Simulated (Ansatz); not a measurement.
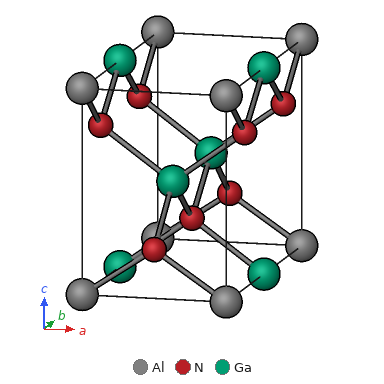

System: AlGa₃N₄, space group Pmm2 (No. 25) (cell built by us, not taken from a database). The picture shows the cell.

Input file:
```
crystal:
  lattice:
    - [3.1583280496, 0.0, 0.0]
    - [0.0, 6.3175017013, 0.0]
    - [0.0, 0.0, 4.4625982247]
  atoms:
    - { symbol: Al, position: [0.0, 0.0, 0.0006593648] }
    - { symbol: "N", position: [0.5, 0.0, 0.2365274423] }
    - { symbol: Ga, position: [0.5, 0.247236304, 0.5000145566] }
    - { symbol: "N", position: [0.0, 0.2437861991, 0.7553517394] }
    - { symbol: Ga, position: [0.0, 0.5, -0.0006951537] }
    - { symbol: "N", position: [0.5, 0.5, 0.2527757546] }
    - { symbol: Ga, position: [0.5, 0.752763696, 0.5000145566] }
    - { symbol: "N", position: [0.0, 0.7562138009, 0.7553517394] }
kpoints:
  mp_grid: { grid: [6, 4, 6] }
hamiltonian:
  xc: r2scan
scf:
  occupations: { method: fixed }
dielectric: {}
```

Command:
```bash

```

Method: Born effective charges by linear response at the zone centre, in units of the proton charge, Cartesian axes of the given cell; DFT, r2SCAN, plane waves, PAW (Ansatz 0.2.0). Level: r2SCAN, no spin polarisation.

- periodic directions: 3
- potentials: PAW
- wave cutoff: 500 eV
- k mesh: 6×4×6

Describe the result: the mean Born effective charge of each atom. The cases: Al; N 1; Ga 1; N 2; Ga 2; N 3; Ga 3; N 4.

N 1, Ga 1, N 2, Ga 2, Ga 3 and N 4 share the largest size, 2.64 e, and the charges add up to 0.00 e. N 1 is the most anisotropic: its diagonal components run from −2.73 to −2.51 e.

| atom | mean Born effective charge (e) | Born charge xx (e) | Born charge zz (e) |
| --- | --- | --- | --- |
| Al | 2.60 | 2.518 | 2.664 |
| N 1 | −2.63 | −2.508 | −2.665 |
| Ga 1 | 2.64 | 2.660 | 2.591 |
| N 2 | −2.63 | −2.678 | −2.627 |
| Ga 2 | 2.63 | 2.657 | 2.671 |
| N 3 | −2.62 | −2.633 | −2.599 |
| Ga 3 | 2.64 | 2.660 | 2.591 |
| N 4 | −2.63 | −2.678 | −2.627 |

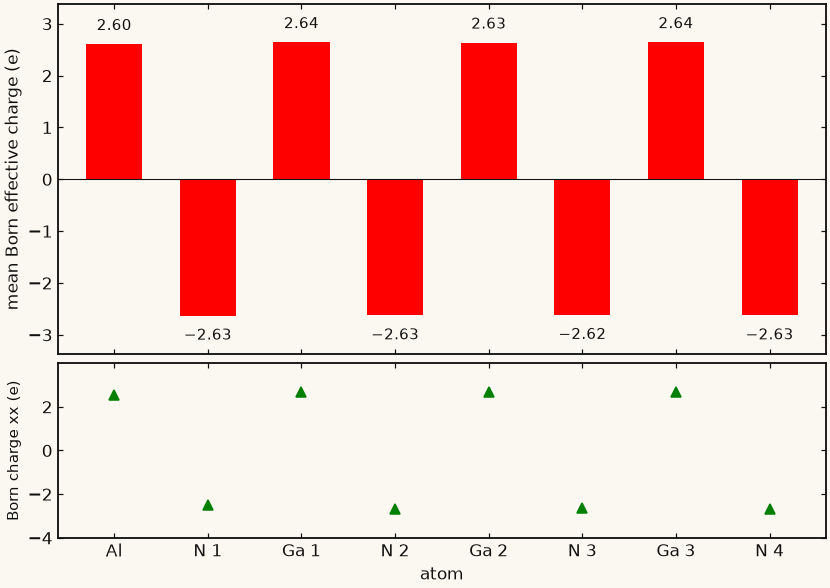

Caveats: empty bands loosely converged; reference bands not vouched for.
